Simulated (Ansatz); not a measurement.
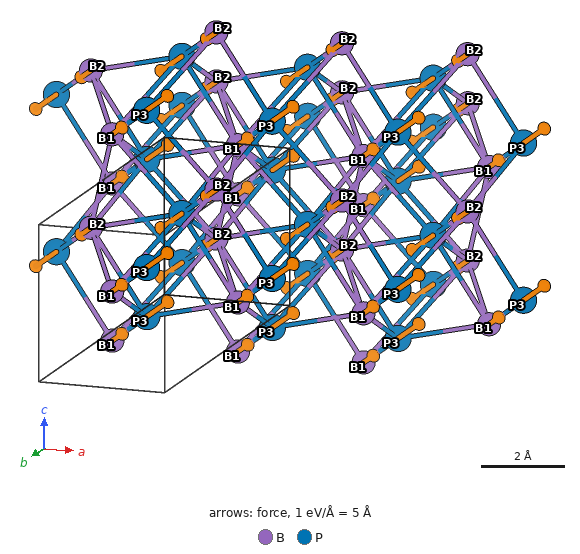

Starting geometry of solid BP (a generated structure, set up in Cmcm) (coarse preliminary run) with the computed forces as orange arrows. A ball-and-stick model of the conventional cell (2 times the calculation's cell), repeated 3 × 1 × 2 with one cell outlined, seen from a free direction. Lengths and directions refer to the drawn axes.

The calculation used DFT PBE, scalar-relativistic, plane waves, PAW (Ansatz 0.2.0).

The input:
```yaml
crystal:
  lattice:
    - [1.62228169, -4.58112202, 0.0]
    - [1.62228169, 4.58112202, 0.0]
    - [0.0, 0.0, 3.94975203]
  atoms:
    - { symbol: B, position: [0.58499999, 0.41500001, 0.25] }
    - { symbol: B, position: [0.41500001, 0.58499999, 0.75] }
    - { symbol: P, position: [0.86000001, 0.13999999, 0.25] }
    - { symbol: P, position: [0.13999999, 0.86000001, 0.75] }
basis:
  ecutwfc: 420
kpoints:
  mp_grid: { grid: [6, 6, 4] }
hamiltonian:
  xc: pbe
scf:
  occupations: { method: gaussian, width: 0.1 }
  lower_state_search: "off"
output:
  forces: true
  stress: true
  eigenvalues: true
relax:
  adjacent_minimum: "off"
  f_tol: 0.04
  max_steps: 70
  cell: { stress_tol: 0.4 }
```

Run as
```bash
ansatz run input.yaml --threads 1 --pin off --max-ram 2048MiB --backend cpu --events-out ev --progress --plain --runs-dir out
```

Q: What follows when this structure is relaxed?

A: It isn't relaxed: the largest force vector, on P atoms, is 0.36 eV/Å. The final displacements follow the starting forces only in part (cosine between the two patterns 0.41). The largest moves relative to the cell, 0.88 Å, are those of B1 and B2. B1 goes along −b. By element the largest moves are B 0.88 Å, P 0.07 Å. The volume changes by −16.7 %, with a 3.245 → 2.958 Å (−8.8 %), b 9.162 → 10.727 Å (+17.1 %), c 3.950 → 3.083 Å (−21.9 %). Among the contacts that change: B1–B2 2.515 → 3.901 Å, B1–P3 2.623 → 3.675 Å, B1–P3 (another image) 2.520 → 1.999 Å, B1–P4 2.605 → 2.147 Å. The space group stays Cmcm (No. 63). The energy falls by 970 meV per atom in 14 accepted moves (16 points after the start). Largest force component: 0.36 eV/Å at the start, 0.018 eV/Å at the end. The pressure goes from −24.05 to −0.04 GPa. The SCF was repeated twice at an unchanged geometry on a basis and grid sized afresh for the cell, which shifted the energy by 2.7 meV per atom at most.

Limits of the set-up: the k-point mesh is coarse for a cell with partly filled bands.
